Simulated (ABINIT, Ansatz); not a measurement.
# Quasiparticle gap of CaO (Lime) in ABINIT, part 2 of 2

Aim: the G0W0 gap of CaO (Lime) on PBE, step by step.

ABINIT 10.8.3; PBE and many-body steps on it, plane waves. Known limits of the many-body steps: not at the basis limit.

So far. Step 2 (Ground state): The gap is indirect, with the least direct gap 0.37 eV higher. Step 3 (Bands along the symmetry lines): The gap is 3.662 eV, as in the run before at this level.

## (4) Empty states on the mesh, 6×6×6 mesh, 168 bands

Level of this step: DFT, PBE, plane waves, norm-conserving pseudopotentials (ABINIT).

The sums over transitions need many empty states on a uniform mesh; this step solves for them.

Contents of run.abi:

```
acell 3*1.0 Angstrom
rprim 
  -0.000000000000 2.406500000000 2.406500000000
  2.406500000000 -0.000000000000 2.406500000000
  2.406500000000 2.406500000000 -0.000000000000
ntypat 2
znucl 20 8
natom 2
typat 1 2
xred 
  0.000000000000 0.000000000000 0.000000000000
  0.500000000000 0.500000000000 0.500000000000
pp_dirpath "pseudos"
pseudos "Ca.upf, O.upf"
ecut 36
ngkpt 6 6 6
nshiftk 1
shiftk 0 0 0
kptopt 1
chksymbreak 0
irdden 1
istwfk *1
nband 168
prtvol 0
optdriver 6
gwr_task "HDIAGO"
paral_kgb 0
occopt 1
indata_prefix "in"
outdata_prefix "out"
tmpdata_prefix "tmp"
```

Command:

```bash
> OMP_NUM_THREADS=1 mpirun -n 8 abinit run.abi > log
```

Numbers of over 12 decimals in the logs are rounded to 6 here.

Log:

```text
[banner, memory and clock lines left out]
.Version 10.8.3 of ABINIT. v10.8.2 released Aug 2026.

 Symmetries : space group Fm -3 m (#225); Bravais cF (face-center cubic)
[... echo of the input left out ...]
== DATASET  1 ==================================================================
-   mpi_nproc: 8, omp_nthreads: 1 (-1 if OMP is not activated)

--- !DatasetInfo
iteration_state: {dtset: 1, }
dimensions: {natom: 2, nkpt: 16, mband: 168, nsppol: 1, nspinor: 1, nspden: 1, mpw: 1964, }
cutoff_energies: {ecut:  36.0, pawecutdg:  -1.0, }
electrons: {nelect:   1.60000000E+01, charge:   0.00000000E+00, occopt:   1.00000000E+00, tsmear:   1.00000000E-02, }

.Using double precision arithmetic; gwpc =  8

- Reading GS density from: in_DEN

--- Pseudopotential description ------------------------------------------------
- Ca Generated using ONCVPSP code by D. R. Hamann
- 20.00000  10.00000  171031                  znucl, zion, pspdat
12 -101130 2 -1 1766                          pspcod,pspxc,lmax,lloc,mmax
     nproj     2     2     2
  pspatm : epsatm=   12.33471919
         --- l  ekb(1:nproj) -->
             0   10.063789    0.972391
             1    3.049878    0.471799
             2   -3.406671   -1.078890
 pspatm: atomic psp has been read  and splines computed

- O Generated using ONCVPSP code by D. R. Hamann
-  8.00000   6.00000  171031                  znucl, zion, pspdat
12 -101130 2 -1 936                           pspcod,pspxc,lmax,lloc,mmax
     nproj     2     2     1
  pspatm : epsatm=    6.19545534
         --- l  ekb(1:nproj) -->
             0    6.056735    0.824024
             1   -4.717130   -1.149271
             2   -1.331955
 pspatm: atomic psp has been read  and splines computed

   2.96482793E+02                                ecore*ucvol(ha*bohr**3)

 Total charge density [el/Bohr^3]
)     Maximum=    9.2154E-01  at reduced coord.    0.4444    0.5556    0.5556
)     Minimum=    5.1365E-03  at reduced coord.    0.2500    0.2500    0.2500
   Integrated=    1.6000E+01

 === KS gaps after direct diagonalization ===
 Indirect band gap semiconductor
 Fundamental gap:     3.662 (eV)
   VBM:     5.064 (eV) at k: [ 0.0000E+00,  0.0000E+00,  0.0000E+00]
   CBM:     8.727 (eV) at k: [ 5.0000E-01,  5.0000E-01,  0.0000E+00]
 Direct gap:         4.037 (eV) at k: [ 5.0000E-01,  5.0000E-01,  0.0000E+00]

== END DATASET(S) ==============================================================

 -outvars: echo values of variables after computation  --------
           etotal      0.0000000000E+00
            nband         168
             nkpt          16
          spgroup         225
 [... the other variables as echoed above ...]

 Calculation completed.
```

The job ended after 16 s (8 MPI ranks of Arm Neoverse V1, shared host; peak memory 2.1 GiB; 2.1 min of CPU time).

This step gave:

```
gap                                                           : 3.662 eV
k of the valence top                                          : 0, 0, 0
k of the conduction bottom                                    : 0.5, 0.5, 0
least direct gap                                              : 4.037 eV
k points computed                                             : 16
lowest point of the top converged band, above the valence top : 164.3910 eV
```

On this mesh the gap is 3.662 eV.

## (5) Screening, 6×6×6 mesh, 160 bands, screening to 239.5 eV

The RPA dielectric matrix is built and inverted for each q.

This step: RPA screening on PBE, plane waves, norm-conserving pseudopotentials.

Changes to run.abi since step 4:

```diff
@@ -20,10 +20,11 @@
 chksymbreak 0
-irdden 1
 istwfk *1
-nband 168
-prtvol 0
-optdriver 6
-gwr_task "HDIAGO"
-paral_kgb 0
 occopt 1
+irdwfk 1
+optdriver 3
+nband 160
+ecuteps 8.8
+inclvkb 2
+awtr 1
+symchi 1
 indata_prefix "in"
```

Log:

```text
.Version 10.8.3 of ABINIT. v10.8.2 released Aug 2026.

 Symmetries : space group Fm -3 m (#225); Bravais cF (face-center cubic)
[... echo of the input left out ...]
== DATASET  1 ==================================================================
-   mpi_nproc: 8, omp_nthreads: 1 (-1 if OMP is not activated)

--- !DatasetInfo
iteration_state: {dtset: 1, }
dimensions: {natom: 2, nkpt: 16, mband: 160, nsppol: 1, nspinor: 1, nspden: 1, mpw: 1964, }
cutoff_energies: {ecut:  36.0, pawecutdg:  -1.0, }
electrons: {nelect:   1.60000000E+01, charge:   0.00000000E+00, occopt:   1.00000000E+00, tsmear:   1.00000000E-02, }

 SCREENING: Calculation of the susceptibility and dielectric matrices

 Based on a program developped by R.W. Godby, V. Olevano, G. Onida, and L. Reining.
 Incorporated in ABINIT by V. Olevano, G.-M. Rignanese, and M. Torrent.
.Using double precision arithmetic ; gwpc =  8

[... cell and pseudopotentials left out ...]
--------------------------------------------------------------------------------

 ==== K-mesh for the wavefunctions ====
 Number of points in the irreducible wedge :    16
[... list of points left out ...]
 Together with 48 symmetry operations and time-reversal symmetry
 yields   216 points in the full Brillouin Zone.

 ==== Q-mesh for the screening function ====
 Number of points in the irreducible wedge :    16
[... list of points left out ...]
 Together with 48 symmetry operations and time-reversal symmetry
 yields   216 points in the full Brillouin Zone.

 setmesh: FFT mesh size selected  =    25x   25x   25
          total number of points  =        15625

 vcoul_init : cutoff-mode = AUXILIARY_FUNCTION
 q-points for optical limit:   1
     1)      0.000010    0.000020    0.000030

- screening: taking advantage of time-reversal symmetry
- Maximum band index for partially occupied states nbvw = 8
- Remaining bands to be divided among processors   nbcw = 152
- Number of bands treated by each node ~19

 Number of electrons calculated from density =   16.0000; Expected =   16.0000
 average of density, n =  0.085062
 r_s =    1.4106
 omega_plasma =   28.1335 [eV]

 calculating chi0 at frequencies [eV] :
  1    0.000000E+00    0.000000E+00
  2    0.000000E+00    2.813348E+01

--------------------------------------------------------------------------------
  q-point number  1        q = ( 0.000000, 0.000000, 0.000000) [r.l.u.]
--------------------------------------------------------------------------------
[... chi0 elements left out ...]
 For q-point:  0.000010 0.000020 0.000030
  dielectric constant =   3.5669
  dielectric constant without local fields =   3.9233

  Average fulfillment of the sum rule on Im[epsilon] for q-point    1 :     81.51  [%]
[... wings left out ...]
  q-point number  2        q = ( 0.166667, 0.000000, 0.000000) [r.l.u.]
--------------------------------------------------------------------------------
[... chi0 elements left out ...]
  Average fulfillment of the sum rule on Im[epsilon] for q-point    2 :     87.37  [%]

 [... 14 further q-points ...]
```

Elapsed: 75 s, on 8 MPI ranks; peak memory 1.7 GiB; 10 min of CPU time.

Numbers from this step:

- ε∞ with local fields, on this mesh, along the program's q direction: 3.567
- the same without local fields: 3.923
- plasma frequency: 28.13 eV
- plane waves in the screening matrix: 259

Local fields lower ε∞ by 9 %.

## (6) Self-energy, 6×6×6 mesh, 160 bands, screening to 239.5 eV

The self-energy is evaluated for the states that the input lists, and the levels follow from it, in one-shot runs by the linearised quasiparticle equation.

This step: G0W0 on PBE, plane waves, norm-conserving pseudopotentials.

Changes to run.abi since step 5:

```diff
@@ -23,8 +23,17 @@
 irdwfk 1
-optdriver 3
+optdriver 4
 nband 160
+gwcalctyp 0
+ecutsigx 36
+symsigma 1
+nkptgw 2
+kptgw 
+  0.0000000000 0.0000000000 0.0000000000
+  0.5000000000 0.5000000000 0.0000000000
+bdgw 
+  6 12
+  7 10
 ecuteps 8.8
-inclvkb 2
-awtr 1
-symchi 1
+irdscr 1
+ppmodel 1
 indata_prefix "in"
```

Log:

```text
.Version 10.8.3 of ABINIT. v10.8.2 released Aug 2026.

 Symmetries : space group Fm -3 m (#225); Bravais cF (face-center cubic)
[... echo of the input left out ...]
== DATASET  1 ==================================================================
-   mpi_nproc: 8, omp_nthreads: 1 (-1 if OMP is not activated)

--- !DatasetInfo
iteration_state: {dtset: 1, }
dimensions: {natom: 2, nkpt: 16, mband: 160, nsppol: 1, nspinor: 1, nspden: 1, mpw: 1964, }
cutoff_energies: {ecut:  36.0, pawecutdg:  -1.0, }
electrons: {nelect:   1.60000000E+01, charge:   0.00000000E+00, occopt:   1.00000000E+00, tsmear:   1.00000000E-02, }

 SIGMA: Calculation of the GW corrections

 Based on a program developped by R.W. Godby, V. Olevano, G. Onida, and L. Reining.
 Incorporated in ABINIT by V. Olevano, G.-M. Rignanese, and M. Torrent.
.Using double precision arithmetic ; gwpc =  8

[... cell and pseudopotentials left out ...]
--------------------------------------------------------------------------------

 ==== K-mesh for the wavefunctions ====
 Number of points in the irreducible wedge :    16
[... list of points left out ...]
 Together with 48 symmetry operations and time-reversal symmetry
 yields   216 points in the full Brillouin Zone.

 ==== Q-mesh for screening function ====
 Number of points in the irreducible wedge :    16
[... list of points left out ...]
 Together with 48 symmetry operations and time-reversal symmetry
 yields   216 points in the full Brillouin Zone.

 vcoul_init : cutoff-mode = AUXILIARY_FUNCTION
 q-points for optical limit:   1
     1)      0.000010    0.000020    0.000030
 setmesh: FFT mesh size selected  =    36x   36x   36
          total number of points  =        46656

 Number of electrons calculated from density =   16.0000; Expected =   16.0000
 average of density, n =  0.085062
 r_s =    1.4106
 omega_plasma =   28.1335 [eV]

 === KS Band Gaps ===
  >>>> For spin  1
   Minimum direct gap =   4.0368 [eV], located at k-point      :   0.5000  0.5000  0.0000
   Fundamental gap    =   3.6624 [eV], Top of valence bands at :   0.0000  0.0000  0.0000
                                       Bottom of conduction at :   0.5000  0.5000  0.0000
 SIGMA fundamental parameters:
 PLASMON POLE MODEL  1
 number of plane-waves for SigmaX                 1917
 number of plane-waves for SigmaC and W            259
 number of plane-waves for wavefunctions          1917
 number of bands                                   160
 number of independent spin polarizations            1
 number of spinorial components                      1
 number of k-points in IBZ                          16
 number of q-points in IBZ                          16
 number of symmetry operations                      48
 number of k-points in BZ                          216
 number of q-points in BZ                          216
 number of frequencies for dSigma/dE                 9
 frequency step for dSigma/dE [eV]                0.25
 number of omega for Sigma on real axis              0
 max omega for Sigma on real axis  [eV]           0.00
 zcut for avoiding poles [eV]                     0.10

 EPSILON^-1 parameters (SCR file):
 dimension of the eps^-1 matrix on file            259
 dimension of the eps^-1 matrix used               259
 number of plane-waves for wavefunctions          1917
 number of bands                                   160
 number of q-points in IBZ                          16
 number of frequencies                               2
 number of real frequencies                          1
 number of imag frequencies                          1

 matrix elements of self-energy operator (all in [eV])

 Perturbative Calculation

--- !SelfEnergy_ee
iteration_state: {dtset: 1, }
kpoint     : [   0.000,    0.000,    0.000, ]
spin       : 1
KS_gap     :    4.714
QP_gap     :    6.239
Delta_QP_KS:    1.525
data: !SigmaeeData |
     Band     E0 <VxcDFT>   SigX SigC(E0)      Z dSigC/dE  Sig(E)    E-E0       E
        6   5.064 -19.387 -24.633   3.914   0.780  -0.283 -20.425  -1.038   4.026
        7   5.064 -19.387 -24.633   3.914   0.780  -0.283 -20.425  -1.038   4.026
        8   5.064 -19.387 -24.633   3.914   0.780  -0.283 -20.425  -1.038   4.026
        9   9.779 -10.893  -6.430  -3.886   0.844  -0.185 -10.406   0.487  10.266
       10  11.292 -13.900  -7.002  -4.778   0.842  -0.188 -12.115   1.785  13.077
       11  11.292 -13.900  -7.002  -4.778   0.842  -0.188 -12.115   1.785  13.077
       12  11.292 -13.900  -7.002  -4.778   0.842  -0.188 -12.115   1.785  13.077

--- !SelfEnergy_ee
iteration_state: {dtset: 1, }
kpoint     : [   0.500,    0.500,    0.000, ]
spin       : 1
KS_gap     :    4.037
QP_gap     :    6.314
Delta_QP_KS:    2.277
data: !SigmaeeData |
     Band     E0 <VxcDFT>   SigX SigC(E0)      Z dSigC/dE  Sig(E)    E-E0       E
        7   4.690 -18.916 -24.314   3.928   0.777  -0.287 -20.058  -1.142   3.548
        8   4.690 -18.916 -24.314   3.928   0.777  -0.287 -20.058  -1.142   3.548
        9   8.727 -11.430  -5.899  -4.196   0.850  -0.176 -10.295   1.134   9.861
       10  13.087 -16.112  -8.832  -4.890   0.833  -0.201 -14.121   1.991  15.078

== END DATASET(S) ==============================================================
================================================================================

 -outvars: echo values of variables after computation  --------
           etotal      0.0000000000E+00
            nband         160
             nkpt          16
          spgroup         225
 [... the other variables as echoed above ...]

 Calculation completed.
```

Wall time 17 s (8 MPI ranks); peak memory 2 GiB; 2.3 min of CPU time.

This step gave:

| Item | Value |
| --- | --- |
| G0W0 gap on the points computed | 5.835 eV |
| starting gap on the mesh | 3.662 eV |
| k of the valence top | 0, 0, 0 |
| k of the conduction bottom | 0.5, 0.5, 0 |
| Z at the valence top | 0.78 |
| Z at the conduction bottom | 0.85 |
| least direct G0W0 gap on the computed points | 6.24 eV |

The gap on the mesh goes from 3.66 eV to 5.84 eV, a correction of +2.17 eV.

Limits: finite bands, cutoff and mesh. v1 is the top filled band, c1 the lowest empty one. The levels before and after the correction (eV, zero at the valence-band top of each column):

```csv
,conduction bottom,valence top
Kohn-Sham,3.66,0.00
G0W0,5.83,0.00
```

|  | level | energy (eV) |
| --- | --- | --- |
| Kohn-Sham | Γ v3-v1 | 0.000 |
| Kohn-Sham | Γ c1 | 4.714 |
| Kohn-Sham | Γ c2-c4 | 6.228 |
| Kohn-Sham | (0.5 0.5 0) v2-v1 | -0.374 |
| Kohn-Sham | (0.5 0.5 0) c1 | 3.662 |
| Kohn-Sham | (0.5 0.5 0) c2 | 8.023 |
| G0W0 | Γ v3-v1 | 0.000 |
| G0W0 | Γ c1 | 6.240 |
| G0W0 | Γ c2-c4 | 9.051 |
| G0W0 | (0.5 0.5 0) v2-v1 | -0.478 |
| G0W0 | (0.5 0.5 0) c1 | 5.835 |
| G0W0 | (0.5 0.5 0) c2 | 11.052 |

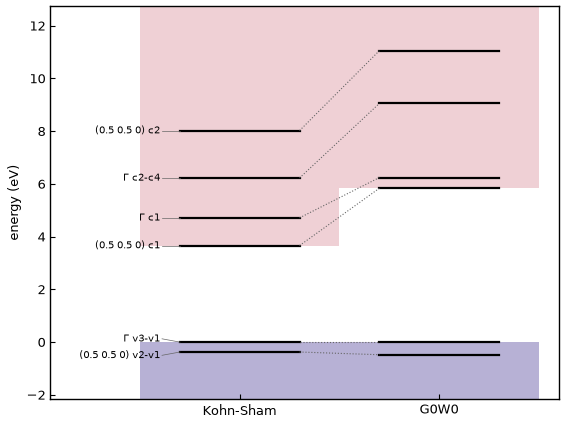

Levels before and after the correction. Shaded: valence and conduction bands.

## (7) Where the time went

Times are wall times on 8 MPI ranks of Arm Neoverse V1, shared host, good to a factor of about two.

| step | time | share | memory (GiB) |
| --- | --- | --- | --- |
| ground state | 6 s | 5 % | 0.51 |
| bands along the symmetry lines | 5.3 s | 4 % | 0.47 |
| empty states on the mesh | 16 s | 13 % | 2.1 |
| screening | 75 s | 63 % | 1.7 |
| self-energy | 17 s | 14 % | 2.0 |

## (8) Summary of results

```json
{
  "PBE gap": "3.66 eV, indirect",
  "G0W0 gap on the mesh": "5.84 eV",
  "GW settings": "6×6×6 mesh, 160 bands, screening to 239.5 eV, Godby-Needs plasmon pole",
  "known limits": "not at the basis limit"
}
```

In words: G0W0 moves the gap on the mesh from 3.66 eV to 5.84 eV (+2.17 eV), with Z of 0.78 and 0.85 at the edges. Local fields lower the RPA ε∞ on this mesh from 3.92 to 3.57. Only 2 of the mesh's irreducible points were corrected, so a valley elsewhere could overtake. The dearest step here is «screening». Bands and cutoff are finite, so the gap is not at the basis limit. The miss can reach some tenths of an eV and take either sign; the mesh is an error of its own. In the G0W0 run levels were corrected at 2 k points alone, so a gap called «on the mesh» is the least over those, and an edge elsewhere would be missed.

[Paths, hosts, dates, memory and timing lines, banners, echoed tables and standing remarks are left out of the program output.]

[Logs are printed without paths, hosts, clocks, repeated set-up lines and the standing remarks that a program may print on its own settings, such as how far it seeks lower states.]

[Runs of the session that timed out or met a known fault of the program may be left out.]

[Hosts, paths, dates, database ids (printed as entryN), source tags and the programs' standing remarks are cut or masked in the printed files.]

[G0W0 gaps are taken among the corrected bands and points alone; a level outside them can change the order at an edge.]

[Where Ansatz stands beside ABINIT at settings called matched, ABINIT's density can come from a denser mesh and the files from another edition; pairs whose starting gaps differed by over 0.03 eV were left out, so agreement reads better than it is.]
